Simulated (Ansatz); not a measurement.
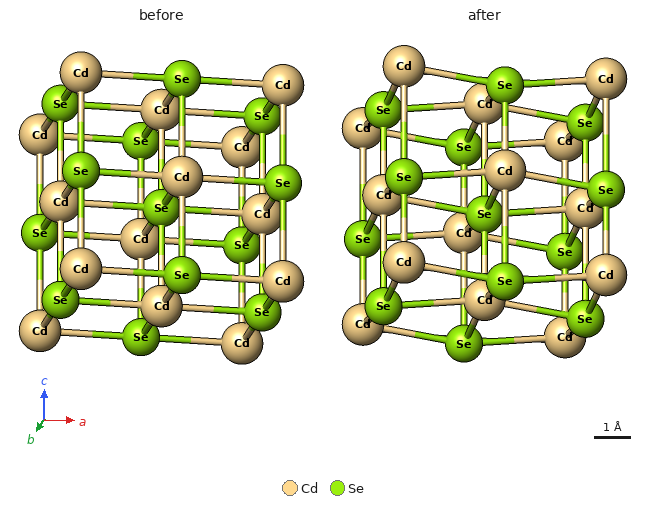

Left: a symmetric starting cell of CdSe. Right: the same structure after one change, at the same scale. A ball-and-stick model of the conventional cell (4 times the calculation's cell), seen from a free direction. Lengths and directions refer to the drawn axes.

Computed with Ansatz, DFT PBEsol, scalar-relativistic, plane waves, PAW. Settings: plane-wave cutoff 420 eV; k-point mesh 12 × 12 × 12; occupations gaussian; smearing width 0.1 eV; no spin polarisation.

**Which change leads from the left to the right?**

Atoms are displaced by 0.19 Å: Cd 0.19 Å along +c, Se 0.19 Å along −c. No relaxation follows. The starting cell wasn't computed here and needn't be at equilibrium, so pressure and forces aren't due to the change alone.

**How do the computed properties respond?**

Among the bonded contacts that change: Cd–Se 2.874 → 2.499 to 3.249 Å. The space group (tolerance 0.01 Å) goes from Fm-3m (No. 225) to I4mm (No. 107). The pressure is −0.6 GPa (not all of it need come from the change, since the unchanged cell can be under pressure at this level too). The principal stresses (compression positive) are 6.6 GPa along c and −4.2 GPa across it. The largest forces, 0.98 eV/Å, act on Cd and Se; on the Se atom it points along +c. The forces point straight back along the displacements (cosine −1.00).
